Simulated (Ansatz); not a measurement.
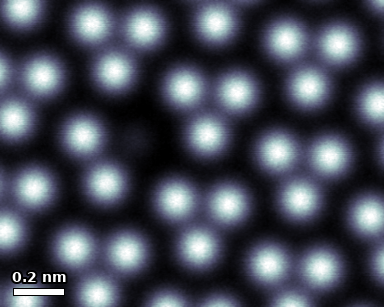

HAADF-like image of Te (P3_121, No. 152) along [001]. Simulation: incoherent imaging, intensity Z^1.6 per atom, probe width 1.30 Å, thin sample. The probe carries 15 % of its weight in a tail 2.5 times as wide. Shot noise and a slight drift were added.

The sample is 1 repeat (6.0 Å) thick. One point defect was put into the perfect crystal, without relaxing the atoms around it. Brightness is counted from the darkest point of the image. Host structure: the geometry relaxed at fixed volume with DFT PBE, spin-orbit coupling, plane waves, PAW in Ansatz 0.2.0.

### Where is the defect (in Å from the left and the top edge), and what does its contrast suggest?

At about 5 Å from the left and 6 Å from the top. The column has all but vanished there, which points to a vacancy or a much lighter atom. The column holds 1 atom (Te) through the sample, and one Te atom is replaced by S, so its peak vanishes.
